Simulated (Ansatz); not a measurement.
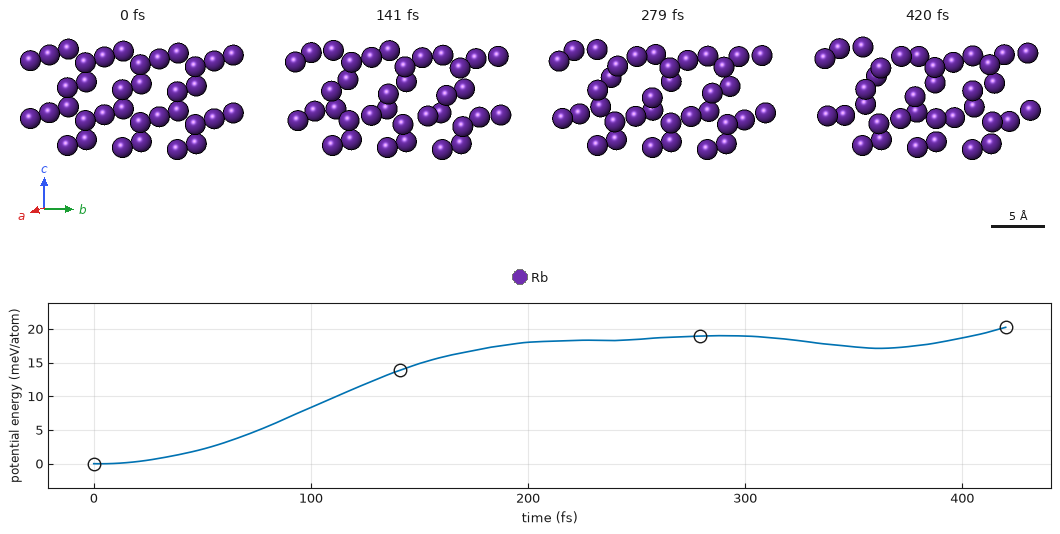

A Born-Oppenheimer molecular dynamics run of a slab of Rb(100) (24 atoms in the cell), 420 fs long. Frames and the history of the run. Style: spheres-only. Shown: the simulation cell, with the vacuum cut short, slightly off an axis.

Theory: DFT PBE-D3(BJ), scalar-relativistic, plane waves, PAW in Ansatz. Set-up: plane-wave cutoff 420 eV; k-point mesh 2 × 1 × 1; Fermi-Dirac smearing 0.1 eV; low-accuracy preset; 6 atoms held fixed; Langevin thermostat (NVT); set temperature 300 K; time step 3 fs; friction 0.005 per fs.

Q: Describe the run.

A: Root-mean-square distances from the starting positions over the second half, with the common drift of all atoms taken out: Rb 0.50 Å. That is small against the typical shortest distance between atoms in the first frame, about 4.6 Å: the atoms vibrate about their sites and the arrangement holds. The mean temperature in the second half is 244 K (standard deviation 35 K). The potential energy in the second half lies on average 18.4 meV per atom above the first frame.

Limits of the set-up: the program's low-accuracy preset was used.

The run took 22 min on 4 threads of Intel(R) Xeon(R) CPU @ 2.80GHz (Skylake/Cascade Lake), with other jobs on the host, peak memory 5.6 GiB.
